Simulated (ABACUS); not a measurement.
## Run report: CuI, band-structure run (part 1 of 2)

- system: CuI (P4/nmm, 4 atoms in the cell)
- method: Kohn-Sham DFT of a periodic cell, r2SCAN, SG15 ONCV 1.2 PBE, no spin polarisation (ABACUS 3.10.1)

The structure derives from a Materials Project entry. It belongs to a series of runs on one base structure; here: bands on the converged density.

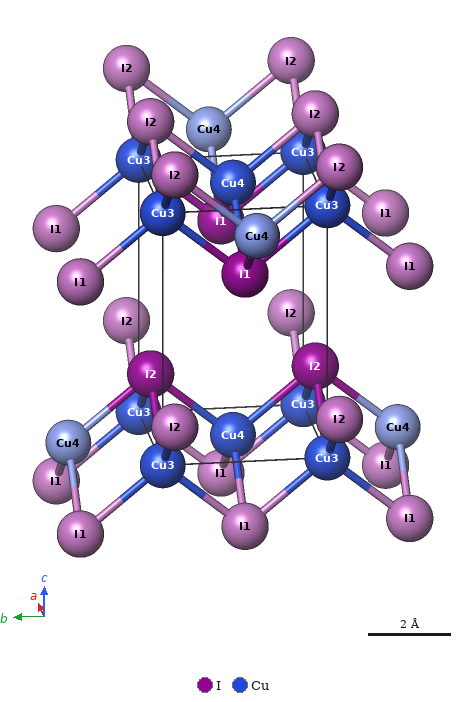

The structure as given in the input (ball-and-stick view of the cell of the calculation, seen at an oblique angle; neighbours outside the cell are drawn fainter; atoms are numbered from 1 in the order of the input). An atom can appear more than once, as a periodic image.

## Input
```
INPUT_PARAMETERS
suffix              CuI
calculation         nscf
basis_type          pw
pseudo_dir          ./
symmetry            -1
dft_functional      MGGA_X_R2SCAN+MGGA_C_R2SCAN
ecutwfc             106.0
pseudo_rcut         7
nspin               1
nbands              50
ks_solver           dav
smearing_method     fd
smearing_sigma      0.00367493
scf_thr             1e-08
scf_nmax            100
mixing_type         broyden
mixing_beta         0.7
mixing_tau          1
init_chg            file
pw_diag_thr         1e-07
out_band            1
kpar                4
```

## File STRU
```
ATOMIC_SPECIES
I 126.9045 I_ONCV_PBE-1.2.upf
Cu 63.5460 Cu_ONCV_PBE-1.2.upf

LATTICE_CONSTANT
1.8897261246

LATTICE_VECTORS
4.0901961900 0.0000000000 0.0000000000
0.0000000000 4.0901961900 0.0000000000
0.0000000000 0.0000000000 6.5514580400

ATOMIC_POSITIONS
Direct

I
0.0
2
0.0000000000 0.5000000000 0.7430343600 1 1 1
0.5000000000 0.0000000000 0.2569656400 1 1 1

Cu
0.0
2
0.0000000000 0.0000000000 0.0000000000 1 1 1
0.5000000000 0.5000000000 0.0000000000 1 1 1
```

## File KPT
```
K_POINTS
12
Line
0.00000000 0.00000000 0.00000000 10 // G
0.00000000 0.50000000 0.00000000 10 // X
0.50000000 0.50000000 0.00000000 10 // M
0.00000000 0.00000000 0.00000000 10 // G
0.00000000 0.00000000 0.50000000 10 // Z
0.00000000 0.50000000 0.50000000 10 // R
0.50000000 0.50000000 0.50000000 10 // A
0.00000000 0.00000000 0.50000000 1 // Z
0.00000000 0.50000000 0.00000000 10 // X
0.00000000 0.50000000 0.50000000 1 // R
0.50000000 0.50000000 0.00000000 10 // M
0.50000000 0.50000000 0.50000000 1 // A
```

Hardware: 4 threads of Intel Xeon (Granite Rapids), 96 GiB of memory available, shared host.

Launch command:
```bash
OMP_NUM_THREADS=1 mpirun -np 4 abacus > log
```

## Output
```
ABACUS v3.10.1

               Atomic-orbital Based Ab-initio Computation at UStc

 ------------------------------------------------------------------------------------

 READING GENERAL INFORMATION
                           global_out_dir = OUT.CuI/
                           global_in_card = INPUT
                               pseudo_dir = ./
                              orbital_dir =
                                    DSIZE = 4
                                    GSIZE = 1

 READING UNITCELL INFORMATION
                                    ntype = 2
                  lattice constant (Bohr) = 1.88973
              lattice constant (Angstrom) = 1

 READING ATOM TYPE 1
                               atom label = I
                      L=0, number of zeta = 1
                      L=1, number of zeta = 1
                      L=2, number of zeta = 1
             number of atom for this type = 2

 READING ATOM TYPE 2
                               atom label = Cu
                      L=0, number of zeta = 1
                      L=1, number of zeta = 1
                      L=2, number of zeta = 1
             number of atom for this type = 2

                        TOTAL ATOM NUMBER = 4
DIRECT COORDINATES
    atom                   x                   y                   z     mag                  vx                  vy                  vz
taud_I1            0.0000000000        0.5000000000        0.7430343600  0.0000        0.0000000000        0.0000000000        0.0000000000
taud_I2            0.5000000000        0.0000000000        0.2569656400  0.0000        0.0000000000        0.0000000000        0.0000000000
taud_Cu1            0.0000000000        0.0000000000        0.0000000000  0.0000        0.0000000000        0.0000000000        0.0000000000
taud_Cu2            0.5000000000        0.5000000000        0.0000000000  0.0000        0.0000000000        0.0000000000        0.0000000000

                          Volume (Bohr^3) = 739.644
                             Volume (A^3) = 109.604

 Lattice vectors: (Cartesian coordinate: in unit of a_0)
              +4.0902                  +0                  +0
                   +0             +4.0902                  +0
                   +0                  +0            +6.55146
 Reciprocal vectors: (Cartesian coordinate: in unit of 2 pi/a_0)
            +0.244487                  -0                  +0
                   -0           +0.244487                  -0
                   +0                  -0           +0.152638
 The esolver type has been set to : ksdft_pw

                PAO radial cut off (Bohr) = 7

 Read in pseudopotential file is I_ONCV_PBE-1.2.upf
                     pseudopotential type = NC
          exchange-correlation functional = PBE
                 nonlocal core correction = 0
                        valence electrons = 17
                                     lmax = 2
                           number of zeta = 0
                     number of projectors = 6
                           L of projector = 0
                           L of projector = 0
                           L of projector = 1
                           L of projector = 1
                           L of projector = 2
                           L of projector = 2
 XC functional updated to : MGGA_X_R2SCAN+MGGA_C_R2SCAN
          exchange-correlation functional = MGGA_X_R2SCAN+MGGA_C_R2SCAN
                PAO radial cut off (Bohr) = 7

 Read in pseudopotential file is Cu_ONCV_PBE-1.2.upf
                     pseudopotential type = NC
          exchange-correlation functional = PBE
                 nonlocal core correction = 0
                        valence electrons = 19
                                     lmax = 2
                           number of zeta = 0
                     number of projectors = 6
                           L of projector = 0
                           L of projector = 0
                           L of projector = 1
                           L of projector = 1
                           L of projector = 2
                           L of projector = 2
 XC functional updated to : MGGA_X_R2SCAN+MGGA_C_R2SCAN
          exchange-correlation functional = MGGA_X_R2SCAN+MGGA_C_R2SCAN
     initial pseudo atomic orbital number = 0

 SETUP THE ELECTRONS NUMBER
             electron number of element I = 17
       total electron number of element I = 34
            electron number of element Cu = 19
      total electron number of element Cu = 38
            AUTOSET number of electrons:  = 72
                           occupied bands = 36
                                   NBANDS = 50
                                   NLOCAL = 36

%%%%%%%%%%%%%%%%%%%%%%%%%%%%%%%%%%%%%%%%%%%%%%%%%%%%%%%%%%%%%%%%%%%%%%%%%%%%%%%%%%%%%%%%%%%%%%%%%%%%%%%%%%
 Warning: the number of valence electrons in pseudopotential > 7 for I: [Kr] 4d10 5s2 5p5
 Warning: the number of valence electrons in pseudopotential > 11 for Cu: [Ar] 3d10 4s1
 Pseudopotentials with additional electrons can yield (more) accurate outcomes, but may be less efficient.
 If you're confident that your chosen pseudopotential is appropriate, you can safely ignore this warning.
%%%%%%%%%%%%%%%%%%%%%%%%%%%%%%%%%%%%%%%%%%%%%%%%%%%%%%%%%%%%%%%%%%%%%%%%%%%%%%%%%%%%%%%%%%%%%%%%%%%%%%%%%%

 SETUP THE PLANE WAVE BASIS
 energy cutoff for charge/potential (unit:Ry) = 424
            fft grid for charge/potential = [ 54, 54, 81 ]
                        fft grid division = [ 1, 1, 1 ]
        big fft grid for charge/potential = [ 54, 54, 81 ]
                                     nbxx = 236196
                                     nrxx = 236196

 SETUP PLANE WAVES FOR CHARGE/POTENTIAL
                    number of plane waves = 109073
                         number of sticks = 2025

 PARALLEL PW FOR CHARGE/POTENTIAL
     PROC   COLUMNS(POT)             PW
        1           2025         109073
 --------------- sum -------------------
        1           2025         109073
                            number of |g| = 6312
                                  max |g| = 38.3532
                                  min |g| = 0

----------- Double Check Mixing Parameters Begin ------------
mixing_type: broyden
mixing_beta: 0.7
mixing_gg0: 1
mixing_gg0_min: 0.1
mixing_ndim: 8
----------- Double Check Mixing Parameters End ------------

 SETUP K-POINTS
                                    nspin = 1
                                   nkstot = 93
K-POINTS DIRECT COORDINATES
 KPOINTS    DIRECT_X    DIRECT_Y    DIRECT_Z  WEIGHT
       1  0.00000000  0.00000000  0.00000000  1.0000
       2  0.00000000  0.05000000  0.00000000  1.0000
       3  0.00000000  0.10000000  0.00000000  1.0000
       4  0.00000000  0.15000000  0.00000000  1.0000
       5  0.00000000  0.20000000  0.00000000  1.0000
       6  0.00000000  0.25000000  0.00000000  1.0000
       7  0.00000000  0.30000000  0.00000000  1.0000
       8  0.00000000  0.35000000  0.00000000  1.0000
       9  0.00000000  0.40000000  0.00000000  1.0000
      10  0.00000000  0.45000000  0.00000000  1.0000
      11  0.00000000  0.50000000  0.00000000  1.0000
      12  0.05000000  0.50000000  0.00000000  1.0000
      13  0.10000000  0.50000000  0.00000000  1.0000
      14  0.15000000  0.50000000  0.00000000  1.0000
      15  0.20000000  0.50000000  0.00000000  1.0000
      16  0.25000000  0.50000000  0.00000000  1.0000
      17  0.30000000  0.50000000  0.00000000  1.0000
      18  0.35000000  0.50000000  0.00000000  1.0000
      19  0.40000000  0.50000000  0.00000000  1.0000
      20  0.45000000  0.50000000  0.00000000  1.0000
      21  0.50000000  0.50000000  0.00000000  1.0000
      22  0.45000000  0.45000000  0.00000000  1.0000
      23  0.40000000  0.40000000  0.00000000  1.0000
      24  0.35000000  0.35000000  0.00000000  1.0000
      25  0.30000000  0.30000000  0.00000000  1.0000
      26  0.25000000  0.25000000  0.00000000  1.0000
      27  0.20000000  0.20000000  0.00000000  1.0000
      28  0.15000000  0.15000000  0.00000000  1.0000
      29  0.10000000  0.10000000  0.00000000  1.0000
      30  0.05000000  0.05000000  0.00000000  1.0000
[... 63 further k points ...]

           k-point number in this process = 24
       minimum distributed K point number = 23

[... K-POINTS CARTESIAN COORDINATES: 24 rows ...]

[... K-POINTS DIRECT COORDINATES: 24 rows ...]

 SETUP PLANE WAVES FOR WAVE FUNCTIONS
     energy cutoff for wavefunc (unit:Ry) = 106
              fft grid for wave functions = [ 54, 54, 81 ]
                    number of plane waves = 16067
                         number of sticks = 561

 PARALLEL PW FOR WAVE FUNCTIONS
     PROC   COLUMNS(POT)             PW
        1            561          16067
 --------------- sum -------------------
        1            561          16067

 SETUP NONLOCAL PSEUDOPOTENTIALS IN PLANE WAVE BASIS
 I non-local projectors:
 projector 1 L=0
 projector 2 L=0
 projector 3 L=1
 projector 4 L=1
 projector 5 L=2
 projector 6 L=2
 Cu non-local projectors:
 projector 1 L=0
 projector 2 L=0
 projector 3 L=1
 projector 4 L=1
 projector 5 L=2
 projector 6 L=2
      TOTAL NUMBER OF NONLOCAL PROJECTORS = 72

 Init Non-Local PseudoPotential table :
 Init Non-Local-Pseudopotential done.

                                     npwx = 13682

 -------------------------------------------
 NONSELF-CONSISTENT
 -------------------------------------------
                                 init_chg = file
 try to read charge from file
 Read in the charge density: OUT.CuI//CuI-CHARGE-DENSITY.restart
 try to read kinetic energy density from file
 Read in the kinetic energy density: OUT.CuI//CuI-TAU-DENSITY.restart

 PW ALGORITHM --------------- ION=   1  ELEC=   1--------------------------------

 k(1/93) Iter steps (avg)=21 threshold=1e-07
 k(2/93) Iter steps (avg)=25 threshold=1e-07

 k(3/93) Iter steps (avg)=23 threshold=1e-07

 k(4/93) Iter steps (avg)=25 threshold=1e-07
 k(5/93) Iter steps (avg)=20 threshold=1e-07

 k(6/93) Iter steps (avg)=14 threshold=1e-07
 k(7/93) Iter steps (avg)=14 threshold=1e-07

 k(8/93) Iter steps (avg)=14 threshold=1e-07

 k(9/93) Iter steps (avg)=16 threshold=1e-07

 k(10/93) Iter steps (avg)=22 threshold=1e-07

 k(11/93) Iter steps (avg)=23 threshold=1e-07
 k(12/93) Iter steps (avg)=23 threshold=1e-07
 k(13/93) Iter steps (avg)=20 threshold=1e-07
 k(14/93) Iter steps (avg)=18 threshold=1e-07
 k(15/93) Iter steps (avg)=18 threshold=1e-07
 k(16/93) Iter steps (avg)=22 threshold=1e-07
 k(17/93) Iter steps (avg)=22 threshold=1e-07
 k(18/93) Iter steps (avg)=21 threshold=1e-07
 k(19/93) Iter steps (avg)=19 threshold=1e-07
 k(20/93) Iter steps (avg)=22 threshold=1e-07
 k(21/93) Iter steps (avg)=26 threshold=1e-07
 k(22/93) Iter steps (avg)=26 threshold=1e-07
 k(23/93) Iter steps (avg)=20 threshold=1e-07
 k(24/93) Iter steps (avg)=14 threshold=1e-07
[... levels at 24 k points of this process ...]

 Density error is 0.00000000000
                          Error Threshold = 1.00000000000e-07
----------------------------------------------------------
     Energy           Rydberg                 eV
----------------------------------------------------------
 E_KohnSham     -1126.4451726117     -15326.0728321128
 E_KS(sigma->0) -1126.4451726117     -15326.0728321126
 E_Harris       -1126.4451726117     -15326.0728321128
 E_band         -126.0395263741      -1714.8557319088
 E_one_elec     -986.7162668279      -13424.9635381478
 E_Hartree      505.0172550037       6871.1122563688
 E_xc           -108.3263068926      -1473.8550170362
 E_Ewald        -536.4198538948      -7298.3665332974
 E_entropy(-TS) -0.0000000000        -0.0000000003
 E_descf        0.0000000000         0.0000000000
 E_exx          0.0000000000         0.0000000000
 E_Fermi        0.7201815875         9.7985731842
----------------------------------------------------------

 charge density convergence is achieved
 final etot is -15326.072832 eV
 EFERMI = 9.7985731842 eV
```
